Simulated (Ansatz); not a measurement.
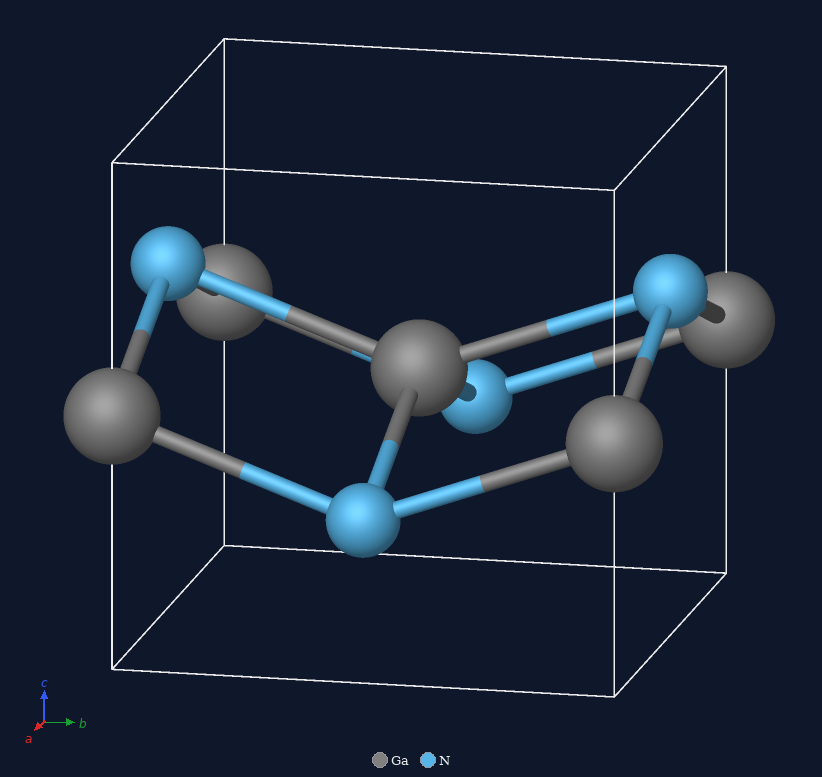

A ball-and-stick rendering, viewed slightly off an axis. The wireframe shows the simulation cell.

```xyz
4
Lattice="3.7596 0.0000 0.0000 0.0000 3.7596 0.0000 0.0000 0.0000 3.8190" Properties=species:S:1:pos:R:3 pbc="T T T"
Ga    3.7596    0.0000    1.9095
Ga    1.8798    1.8798    1.9095
N     1.8798    0.0000    2.5916
N     0.0000    1.8798    1.2274
```

Run with DFT PBE, scalar-relativistic, plane waves, PAW (Ansatz 0.2.0) and these settings: plane-wave cutoff 420 eV, an 8×8×8 k-point mesh, Gaussian smearing of 0.02 eV, no spin polarisation.

**State the Bader charges by element.**

Ga +1.57 e; N -1.57 e. The transfer is large, as in an ionic solid.

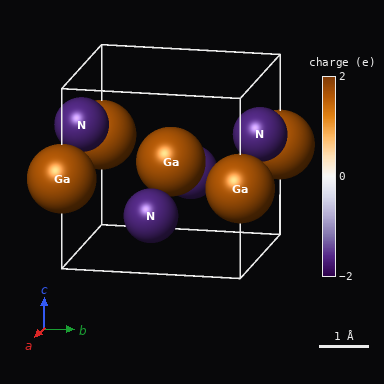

The atoms coloured by those charges.

The cell started as a random cell made by a generator, so it need not be a real form of the compound. Earlier steps of the study may have refined or changed the cell and positions. Ansatz was used for an electronic-structure calculation on it.
